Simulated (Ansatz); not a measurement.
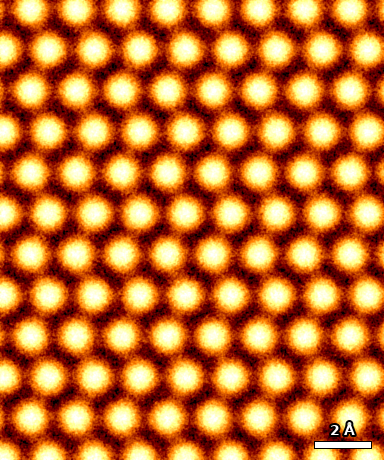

HAADF-like image of a crystal. The image is simulated as a sum over atoms of Z^1.8, blurred by a 1.12 Å probe (no channelling). The probe carries 15 % of its weight in a tail 2.5 times as wide. The display is stretched by a gamma of 0.65; percentages refer to the linear signal. Shot noise was added.

> Measure the repeat of the pattern.

The pattern repeats on a rectangular net of 1.7 × 3.0 Å.

> Which plane group does this projection have?

p2mg: mirror lines in one direction, glide lines across them, twofold points on the glide lines.

> How many columns does the smallest repeating cell hold, and how many levels of brightness?

2 columns in the primitive cell of 5.0 Å², all of one brightness.

The crystal is B (Cmcm, No. 63) seen along [100]. Structure: coordinates from a relaxation with Ansatz, DFT PBE, scalar-relativistic, plane waves, PAW; the starting structure was generated, so it need not be a known form of this composition.
